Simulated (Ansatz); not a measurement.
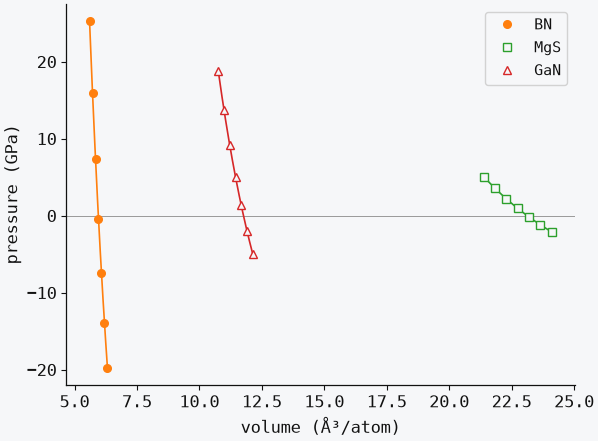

The figure shows the pressure against volume, with one curve for each compound, for BN, GaN and MgS (all in space group F-43m (No. 216)).

Method: plane-wave DFT, no spin polarisation; energies at scaled volumes of the given cell, shape and fractions fixed, counted from the fit's minimum, third-order Birch-Murnaghan fit (Ansatz 0.2.0). Level: PBE.

occupations Fermi–Dirac; smearing width 0.05 eV; potentials Ansatz PAW; wave cutoff 420 eV; density cutoff 1680 eV.

Settings that differ: BN: k mesh 13×13×13; MgS: k mesh 8×8×8; GaN: k mesh 10×10×10.

Order the curves by fitted equilibrium volume, smallest first.

Answer. BN 5.952, GaN 11.763, MgS 23.118 Å³/atom.

Order the curves by fitted bulk modulus, smallest first.

Answer. MgS 55.2, GaN 172.1, BN 371.7 GPa.

The computed values:

BN:
```
volume (Å³/atom)  pressure (GPa)
          5.6017           25.24
          5.7209           15.88
          5.8401            7.36
          5.9593           -0.40
          6.0785           -7.46
          6.1977          -13.89
          6.3168          -19.74
```

MgS:
```
volume (Å³/atom)  pressure (GPa)
           21.38            5.07
           21.83            3.56
           22.29            2.18
           22.74            0.94
           23.20           -0.18
           23.65           -1.20
           24.10           -2.12
```

GaN:
```
volume (Å³/atom)  pressure (GPa)
           10.76           18.72
           10.99           13.67
           11.21            9.12
           11.44            5.03
           11.67            1.35
           11.90           -1.96
           12.13           -4.94
```
